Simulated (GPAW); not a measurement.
# linear Cr chain, spacing 2.497 A: which magnetic order is lowest

Wanted: the moments of linear Cr chain, spacing 2.497 A and the energy of each order that was tried.

Method: RPBE; plane waves with GPAW's PAW setups, scalar-relativistic, in GPAW 26.7.0.

## (1) The structure

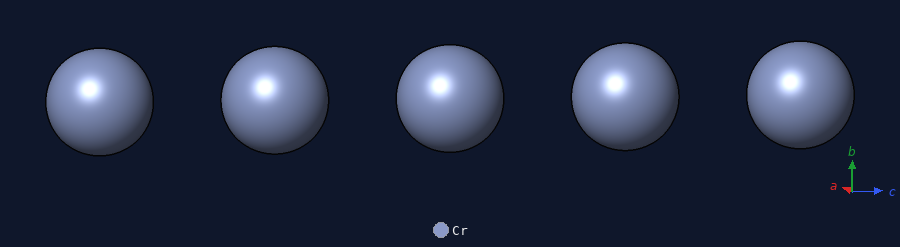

The starting structure, seen from the side, with the c axis across the page (chromium light blue). 1×1×4 cells are drawn. Some periodic images of atoms are drawn too.

The cell holds 1 atom: 1 Cr. Cell: a = 12.000 Å, b = 12.000 Å, c = 2.497 Å, α = 90.0°, β = 90.0°, γ = 90.0°. model lattice. Vacuum lies along a and b. The structure's axis is c.

## (2) Start 1: ferro +

Parallel moments need no larger cell; this start tests for a ferromagnetic state only.

order1.py reads:

```python
import json
import numpy as np
from ase import Atoms
from ase.parallel import paropen, parprint
from gpaw import GPAW

atoms = Atoms(['Cr'],
    cell=[[12.0, 0.0, 0.0],
         [0.0, 12.0, 0.0],
         [0.0, 0.0, 2.497]],
    scaled_positions=[[0.5, 0.5, 0.0]],
    pbc=True,
    magmoms=[2.5])
atoms.calc = GPAW(mode={'name': 'pw', 'ecut': 660.0},
    xc='RPBE',
    kpts={'size': (1, 1, 12), 'gamma': True},
    occupations={'name': 'fermi-dirac', 'width': 0.1},
    convergence={'density': 1e-05, 'energy': 1e-05},
    maxiter=200,
    mixer={'name': 'pulay', 'beta': 0.02, 'nmaxold': 8, 'weight': 100},
    symmetry={'tolerance': 1e-4},
    txt='order1.txt')
e = atoms.get_potential_energy(force_consistent=True)
res = {'free_energy': e, 'energy_sigma0': atoms.get_potential_energy(), 'fermi_energy': atoms.calc.get_fermi_level()}
res['moments'] = atoms.get_magnetic_moments().tolist()
res['total'] = atoms.get_magnetic_moment()
parprint('site moments (muB):', np.round(res['moments'], 3))
parprint(f"total moment: {res['total']:.3f} muB")
parprint(f'free energy: {e:.6f} eV')
atoms.calc.write('order1.gpw')
with paropen('results.json', 'w') as f:
    json.dump(res, f)
```

Started as:

```
> OMP_NUM_THREADS=1 python3 order1.py > order1.log
```

Numbers of over 12 decimals in the logs are rounded to 6 here.

The program printed:

```text
site moments (muB): [3.911]
total moment: 5.155 muB
free energy: -5.882870 eV

--- order1.txt ---
Input parameters:
  mode=PW(ecut=660.0),
  convergence={'density': 1e-05, 'energy': 1e-05},
  kpts=MonkhorstPack(size=(1, 1, 12), gamma=True),
  maxiter=200,
  mixer=Pulay(name='pulay', nmaxold=8, beta=0.02, weight=100, sigma=0.015, g_ss=None),
  occupations=Occupations(name='fermi-dirac', width=0.1),
  symmetry=Symmetry(tolerance=0.0001),
  xc=XC(name='RPBE')

Diagonalizing LCAO Hamiltonian
Converting LCAO to pw mode
        .----------------------------.
       /|                            |
      / |                            |
     /  .----------------------------.
    /  /                            /
   /  /                            /
  /  /                            /
 *  /              Cr            /
 | /                            /
 |/                            /
 *----------------------------*

Atoms  # Å, Bohr magnetons
|   | symbol |        x |        y |        z |    initial magnetic moments |
|---|--------|----------|----------|----------|-----------------------------|
| 0 |     Cr | 6.000000 | 6.000000 | 0.000000 | ( 0.0000,  0.0000,  2.5000) |

Unit cell  # Å
| periodic |         x |         y |        z |   lengths |    angles |
|----------|-----------|-----------|----------|-----------|-----------|
|      yes | 12.000000 |  0.000000 | 0.000000 | 12.000000 | 90.000000 |
|      yes |  0.000000 | 12.000000 | 0.000000 | 12.000000 | 90.000000 |
|      yes |  0.000000 |  0.000000 | 2.497000 |  2.497000 | 90.000000 |

Number of symmetries: 16

BZ-sampling:
  Number of BZ points: 12
  Number of IBZ points: 7

  Monkhorst-Pack size: [1, 1, 12]
  Monkhorst-Pack shift: [0.0, 0.0, 0.041667]

K-points  # in reciprocal-cell coordinates
|   |                                coordinates |     weight |
|---|--------------------------------------------|------------|
| 0 | (  0.00000000,   0.00000000,  -0.00000000) | 0.08333333 |
| 1 | (  0.00000000,   0.00000000,   0.08333333) | 0.16666667 |
| 2 | (  0.00000000,   0.00000000,   0.16666667) | 0.16666667 |
| 3 | (  0.00000000,   0.00000000,   0.25000000) | 0.16666667 |
| 4 | (  0.00000000,   0.00000000,   0.33333333) | 0.16666667 |
| 5 | (  0.00000000,   0.00000000,   0.41666667) | 0.16666667 |
| 6 | (  0.00000000,   0.00000000,   0.50000000) | 0.08333333 |

Plane wave coefficients: 13867
Cutoff: 660.0 eV

Spin-components: 2 (collinear spins)
Bands:           9
Projectors:      6
Spin-degeneracy: 1
Datatype:        complex128

Parallelization:
  kpt:    1
  domain: 1
  band:   1

Density:
  Valence electrons: 6.0
  Components: 2
  Grid points: [72 72 15]
  Charge: 0.0  # |e|

Potential:
  Grid points: [72 72 15]

species:
  Cr:
    name:    Chromium
    Z:       24.0
    valence: 6
    core:    18
    charge:  0.0  # [|e|]
    compensation charges:
      type: gauss
      rc: 0.35  # [Å]
      lmax: 2
    cutoffs:
      filter: 2.14  # [Å]
      core: 3.04  # [Å]
    projectors
    | kind |    occ | energy [eV] | rcut [Å] |
    |------|--------|-------------|----------|
    |   4s |  1.000 |      -3.921 |    1.164 |
    |   4p |  0.000 |      -0.991 |    1.217 |
    |   3d |  5.000 |      -2.846 |    1.111 |
    |    s |        |      23.290 |    1.164 |
    |    p |        |      26.221 |    1.217 |
    |    d |        |      24.365 |    1.111 |

    Using partial waves for Cr as LCAO basis

Reference energy: -28587.401651  # eV

eigensolver:
  PPCG
  Converge bands: occupied
  niter=2

density mixing:
  Pulay-Mixer
  Linear mixing parameters: 0.02
  Old densities: 8
  Fourier metric: weight=100, sigma=0.015

occupation numbers:
  Fermi-Dirac:
    width: 0.1000  # eV

poisson solver:
  ecut: 5280.0  # eV

xc functional:
  name: RPBE with 2 nearest neighbor stencil

convergence criteria:
- Maximum integral of absolute [dens]ity change: 1e-05 electrons / valence electron
- Maximum [total energy] change in last 3 cyles: 1e-05 eV / valence electron
- Maximum integral of absolute [eigenst]ate change: 4e-08 eV^2 / valence electron
maximum number of iterations: 200

SCF iterations
|iter     |      energy | eigst |  dens |  magmom |
|---------|-------------|-------|-------|---------|
|iter:   1|       0s |   -6.452436 | +0.45 |       |  +2.4957|
|iter:   2|       1s |   -6.200137 | -1.42 | -0.19 |  +2.5252|
|iter:   3|       2s |   -5.090281 | -0.14 | -0.21 |  +2.8727|
|iter:   4|       2s |   -5.057752 | -1.41 | -0.55 |  +2.8557|
|iter:   5|       3s |   -4.919336 | -2.20 | -0.56 |  +2.6205|
|iter:   6|       4s |   -5.865424 | -0.83 | -0.51 |  +4.4203|
|iter:   7|       5s |   -5.709583 | -0.84 | -0.67 |  +3.9956|
|iter:   8|       5s |   -5.715361 | -1.81 | -0.67 |  +3.8771|
|iter:   9|       6s |   -5.748969 | -3.23 | -0.61 |  +3.9377|
|iter:  10|       7s |   -5.849050 | -0.97 | -0.62 |  +4.8243|
[... 24 iterations left out ...]
|iter:  35|      23s |   -5.870858c| -8.47c| -4.30 |  +5.1553|
|iter:  36|      23s |   -5.870859c| -8.08c| -4.29 |  +5.1553|
|iter:  37|      24s |   -5.870859c| -8.58c| -4.35 |  +5.1553|
|iter:  38|      24s |   -5.870858c| -7.41c| -4.36 |  +5.1554|
|iter:  39|      25s |   -5.870858c| -7.39 | -4.35 |  +5.1553|
|iter:  40|      25s |   -5.870858c| -8.11c| -4.88 |  +5.1553|
|iter:  41|      26s |   -5.870858c| -9.05c| -4.88 |  +5.1553|
|iter:  42|      26s |   -5.870858c| -9.08c| -4.92 |  +5.1553|
|iter:  43|      27s |   -5.870858c| -8.50c| -4.97 |  +5.1553|
|iter:  44|      27s |   -5.870858c| -8.64c| -5.12c|  +5.1553|

Converged in 44 steps
Energy contributions relative to reference atoms: (reference = -28587.401651)

Energy contributions:
  Kinetic:           7.754537
  Coulomb:          -7.613513
  Zero:              0.018790
  External:          0.000000
  Xc:               -6.018661
  Entropy:          -0.024023
  Spinorbit:         0.000000
  ----------------------------
  Free energy:      -5.882870
  Extrapolated:     -5.870858

dipole moment: (0.000065, 0.000065, -5.894094)  # |e|*Ang

Total magnetic moment: (0.000000, 0.000000, 5.155342)

Local magnetic moments
|        x |        y |        z |
|----------|----------|----------|
| 0.000000 | 0.000000 | 3.911081 |  # Cr   0

Fermi level: -3.077
Eigenvalues  # (at kpt = [0.000, 0.000, -0.000])
| band index |      eig [eV] | occ [0-1] |      eig [eV] | occ [0-1] |
|------------|---------------|-----------|---------------|-----------|
|          0 |        -7.182 |     1.000 |        -4.702 |     1.000 |
|          1 |        -5.065 |     1.000 |        -2.097 |     0.000 |
|          2 |        -4.428 |     1.000 |        -0.848 |     0.000 |
|          3 |        -4.428 |     1.000 |        -0.848 |     0.000 |
|          4 |        -2.920 |     0.173 |        -0.839 |     0.000 |
|          5 |        -2.920 |     0.173 |        -0.832 |     0.000 |
|          6 |        -2.218 |     0.000 |         0.367 |     0.000 |
|          7 |        -2.218 |     0.000 |         1.032 |     0.000 |
|          8 |         0.005 |     0.000 |         1.032 |     0.000 |

No gap
No difference between direct/indirect transitions
```

Run time: 30 s. Hardware: 1 MPI rank of AMD EPYC 9R45, shared host; peak memory 0.35 GiB.

Spin moment in the augmentation sphere by atom:

| atom | spin moment in the augmentation sphere (μB) |
| --- | --- |
| Cr1 | 3.91 |

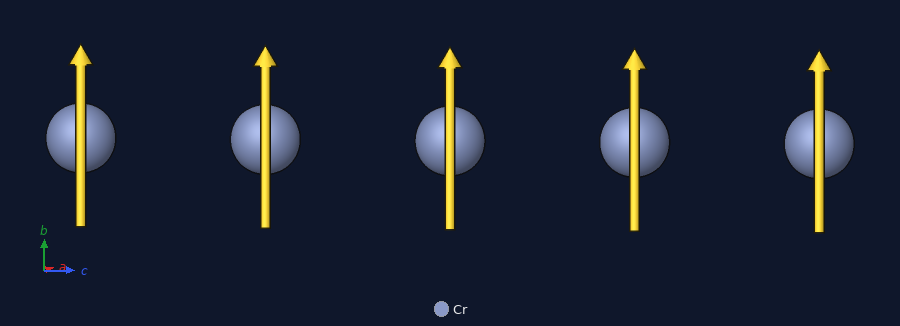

Spin moment in the augmentation sphere as arrows, the longest 3.91 μB. Up and down stand for the sign. Arrows give size and sign along the axis of quantisation, drawn up and down the page. 1×1×4 cells are drawn. Some periodic images of atoms are drawn too.

This step gave:

- magnetization: 5.155 μB
- final state: ferromagnetic

After 44 cycles the largest moment stands at 3.91 μB.

## (3) Run 2 (antiferro q=(0,0,1/2) +-)

Reversing part of the moments tests the sign of the couplings between them.

This order needs a doubled cell of 2 atoms. Its mesh is chosen so that both cells sample the same points.

order2.py is the script of step 2 with these lines changed:

```diff
@@ -6,12 +6,13 @@
 
-atoms = Atoms(['Cr'],
+atoms = Atoms(['Cr', 'Cr'],
     cell=[[12.0, 0.0, 0.0],
          [0.0, 12.0, 0.0],
-         [0.0, 0.0, 2.497]],
-    scaled_positions=[[0.5, 0.5, 0.0]],
+         [0.0, 0.0, 4.994]],
+    scaled_positions=[[0.5, 0.5, 0.0],
+         [0.5, 0.5, 0.5]],
     pbc=True,
-    magmoms=[2.5])
+    magmoms=[2.5, -2.5])
 atoms.calc = GPAW(mode={'name': 'pw', 'ecut': 660.0},
     xc='RPBE',
-    kpts={'size': (1, 1, 12), 'gamma': True},
+    kpts={'size': (1, 1, 6), 'gamma': True},
     occupations={'name': 'fermi-dirac', 'width': 0.1},
@@ -21,3 +22,3 @@
     symmetry={'tolerance': 1e-4},
-    txt='order1.txt')
+    txt='order2.txt')
 e = atoms.get_potential_energy(force_consistent=True)
@@ -29,3 +30,3 @@
 parprint(f'free energy: {e:.6f} eV')
-atoms.calc.write('order1.gpw')
+atoms.calc.write('order2.gpw')
 with paropen('results.json', 'w') as f:
```

Started as:

```
> OMP_NUM_THREADS=1 python3 order2.py > order2.log
```

The program printed:

```text
site moments (muB): [ 3.766 -3.766]
total moment: -0.000 muB
free energy: -12.725057 eV

--- order2.txt ---
Input parameters:
  mode=PW(ecut=660.0),
  convergence={'density': 1e-05, 'energy': 1e-05},
  kpts=MonkhorstPack(size=(1, 1, 6), gamma=True),
  maxiter=200,
  mixer=Pulay(name='pulay', nmaxold=8, beta=0.02, weight=100, sigma=0.015, g_ss=None),
  occupations=Occupations(name='fermi-dirac', width=0.1),
  symmetry=Symmetry(tolerance=0.0001),
  xc=XC(name='RPBE')

Diagonalizing LCAO Hamiltonian
Converting LCAO to pw mode
        .----------------------------.
       /|                            |
      / |                            |
     /  |                            |
    /   |                            |
   /    |                            |
  /     .----------------------------.
 *     /           Cr               /
 |    /                            /
 |   /                            /
 |  /              Cr            /
 | /                            /
 |/                            /
 *----------------------------*

Atoms  # Å, Bohr magnetons
|   | symbol |        x |        y |        z |    initial magnetic moments |
|---|--------|----------|----------|----------|-----------------------------|
| 0 |     Cr | 6.000000 | 6.000000 | 0.000000 | ( 0.0000,  0.0000,  2.5000) |
| 1 |     Cr | 6.000000 | 6.000000 | 2.497000 | ( 0.0000,  0.0000, -2.5000) |

Unit cell  # Å
| periodic |         x |         y |        z |   lengths |    angles |
|----------|-----------|-----------|----------|-----------|-----------|
|      yes | 12.000000 |  0.000000 | 0.000000 | 12.000000 | 90.000000 |
|      yes |  0.000000 | 12.000000 | 0.000000 | 12.000000 | 90.000000 |
|      yes |  0.000000 |  0.000000 | 4.994000 |  4.994000 | 90.000000 |

Number of symmetries: 16

BZ-sampling:
  Number of BZ points: 6
  Number of IBZ points: 4

  Monkhorst-Pack size: [1, 1, 6]
  Monkhorst-Pack shift: [0.0, 0.0, 0.083333]

Plane wave coefficients: 27721
Cutoff: 660.0 eV

Spin-components: 2 (collinear spins)
Bands:           12
Projectors:      12
Spin-degeneracy: 1
Datatype:        complex128

Parallelization:
  kpt:    1
  domain: 1
  band:   1

Density:
  Valence electrons: 12.0
  Components: 2
  Grid points: [72 72 30]
  Charge: 0.0  # |e|

Potential:
  Grid points: [72 72 30]

[... setups left out ...]
Reference energy: -57174.803302  # eV

eigensolver:
  PPCG
  Converge bands: occupied
  niter=2

density mixing:
  Pulay-Mixer
  Linear mixing parameters: 0.02
  Old densities: 8
  Fourier metric: weight=100, sigma=0.015

occupation numbers:
  Fermi-Dirac:
    width: 0.1000  # eV

poisson solver:
  ecut: 5280.0  # eV

xc functional:
  name: RPBE with 2 nearest neighbor stencil

convergence criteria:
- Maximum integral of absolute [dens]ity change: 1e-05 electrons / valence electron
- Maximum [total energy] change in last 3 cyles: 1e-05 eV / valence electron
- Maximum integral of absolute [eigenst]ate change: 4e-08 eV^2 / valence electron
maximum number of iterations: 200

SCF iterations
|iter     |      energy | eigst |  dens |  magmom |
|---------|-------------|-------|-------|---------|
|iter:   1|       0s |  -13.450935 | +0.47 |       |  +0.0000|
|iter:   2|       1s |  -13.114247 | -1.43 | -0.20 |  +0.0000|
|iter:   3|       2s |  -11.363408 | -0.03 | -0.21 |  +0.0000|
|iter:   4|       4s |  -11.476693 | -1.11 | -0.52 |  -0.0000|
|iter:   5|       5s |  -11.902143 | -1.73 | -0.56 |  -0.0000|
|iter:   6|       6s |  -12.536879 | -1.25 | -0.67 |  -0.0000|
|iter:   7|       8s |  -12.533555 | -2.64 | -0.92 |  -0.0000|
|iter:   8|       9s |  -12.715768 | -1.64 | -0.92 |  +0.0000|
|iter:   9|      11s |  -12.733810 | -2.45 | -0.98 |  +0.0000|
|iter:  10|      12s |  -12.695468 | -1.47 | -1.01 |  +0.0000|
[... 30 iterations left out ...]
|iter:  41|      49s |  -12.704626c| -7.42c| -4.65 |  +0.0000|
|iter:  42|      49s |  -12.704627c| -7.94c| -4.60 |  +0.0000|
|iter:  43|      50s |  -12.704629c| -8.25c| -4.66 |  +0.0000|
|iter:  44|      51s |  -12.704630c| -8.61c| -4.83 |  +0.0000|
|iter:  45|      52s |  -12.704629c| -8.51c| -4.92 |  +0.0000|
|iter:  46|      53s |  -12.704631c| -8.69c| -4.88 |  +0.0000|
|iter:  47|      54s |  -12.704631c| -8.93c| -4.88 |  +0.0000|
|iter:  48|      55s |  -12.704631c| -8.97c| -4.89 |  +0.0000|
|iter:  49|      55s |  -12.704631c| -8.11c| -4.89 |  -0.0000|
|iter:  50|      56s |  -12.704632c| -8.43c| -5.01c|  -0.0000|

Converged in 50 steps
Energy contributions relative to reference atoms: (reference = -57174.803302)

Energy contributions:
  Kinetic:           9.566992
  Coulomb:         -10.046845
  Zero:              0.050458
  External:          0.000000
  Xc:              -12.254811
  Entropy:          -0.040851
  Spinorbit:         0.000000
  ----------------------------
  Free energy:     -12.725057
  Extrapolated:    -12.704632

dipole moment: (0.000130, 0.000130, -11.735844)  # |e|*Ang

Total magnetic moment: (0.000000, 0.000000, -0.000000)

Local magnetic moments
|        x |        y |         z |
|----------|----------|-----------|
| 0.000000 | 0.000000 |  3.765715 |  # Cr   0
| 0.000000 | 0.000000 | -3.765715 |  # Cr   1

Fermi level: -3.277
Eigenvalues  # (at kpt = [0.000, 0.000, 0.000])
| band index |      eig [eV] | occ [0-1] |      eig [eV] | occ [0-1] |
|------------|---------------|-----------|---------------|-----------|
|          0 |        -5.787 |     1.000 |        -5.787 |     1.000 |
|          1 |        -4.205 |     1.000 |        -4.205 |     1.000 |
|          2 |        -4.205 |     1.000 |        -4.205 |     1.000 |
|          3 |        -4.089 |     1.000 |        -4.089 |     1.000 |
|          4 |        -3.746 |     0.991 |        -3.746 |     0.991 |
|          5 |        -3.745 |     0.991 |        -3.745 |     0.991 |
|          6 |        -1.584 |     0.000 |        -1.584 |     0.000 |
|          7 |        -0.493 |     0.000 |        -0.493 |     0.000 |
|          8 |        -0.059 |     0.000 |        -0.059 |     0.000 |
|          9 |        -0.037 |     0.000 |        -0.037 |     0.000 |
|         10 |         0.293 |     0.000 |         0.293 |     0.000 |
|         11 |         0.293 |     0.000 |         0.293 |     0.000 |

Gap: 0.613 eV
Transition (v -> c):
  (s=1, k=3, n=5, [0.00, 0.00, 0.50]) -> (s=1, k=3, n=6, [0.00, 0.00, 0.50])
No difference between direct/indirect transitions
```

Run time: 61 s. Hardware: 1 MPI rank; peak memory 0.56 GiB.

(Part 1 of 2 ends here.)

[Logs and program files are shortened in this print: banners, set-up blocks, solver, clock and traceback lines can be left out without a mark of their own.]

[Logs are printed without paths, hosts, clocks, repeated set-up lines and the standing remarks that a program may print on its own settings, such as how far it seeks lower states.]

[Hosts, paths, dates, database ids (printed as entryN), source tags and the programs' standing remarks are cut or masked in the printed files.]

[Where a cell is said to come from a database of computed structures, the database is the Materials Project.]
